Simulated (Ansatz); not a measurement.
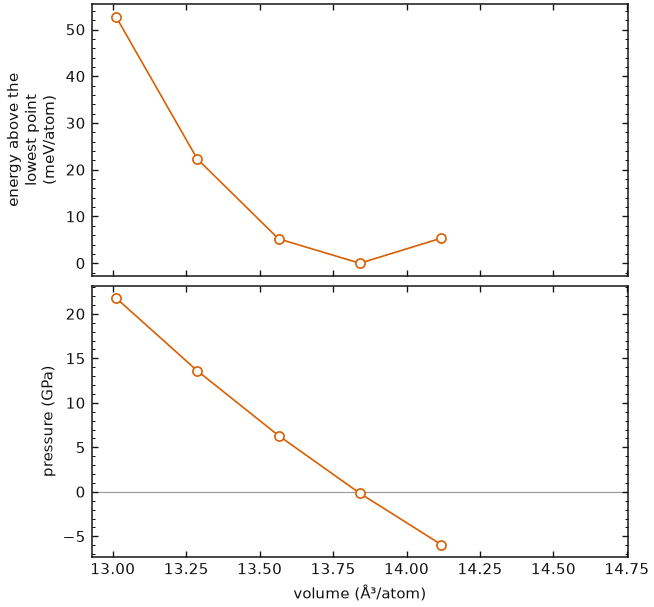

The plot gives the computed energy above the lowest point and pressure against volume for Ru, space group Fm-3m (No. 225) (one of a set of cubic test structures, which need not be the stable phase).

Computed with Ansatz 0.2.0 development build: equation of state of a cubic crystal from periodic Kohn-Sham density functional theory without spin, third-order Birch-Murnaghan fit to the free energies; pressure corrected for the finite basis. Level: PBE.

| setting | value |
| --- | --- |
| structure type | fcc |
| atoms in cell | 1 |
| space group number | 225 |
| lattice centring | face-centred primitive |
| k mesh | 25×25×25 |
| occupation method | Fermi–Dirac |
| occupation width | 0.06123 eV |
| wave cutoff | 660 eV |
| datasets | hand-made PAW |
| density tolerance | 1e−09 eV |
| bands | 12 |
| density cutoff ratio | 6 |
| search for lower states | default |

The points at volume 14.39 Å³/atom and 14.67 Å³/atom are left out of the plot. What values does the calculation give there?

```tsv
volume (Å³/atom)	energy above the lowest point (meV/atom)	pressure (GPa)
14.39	20.1	-11.0
14.67	43.2	-15.6
```

Note: cubic model structure, not the ambient form.
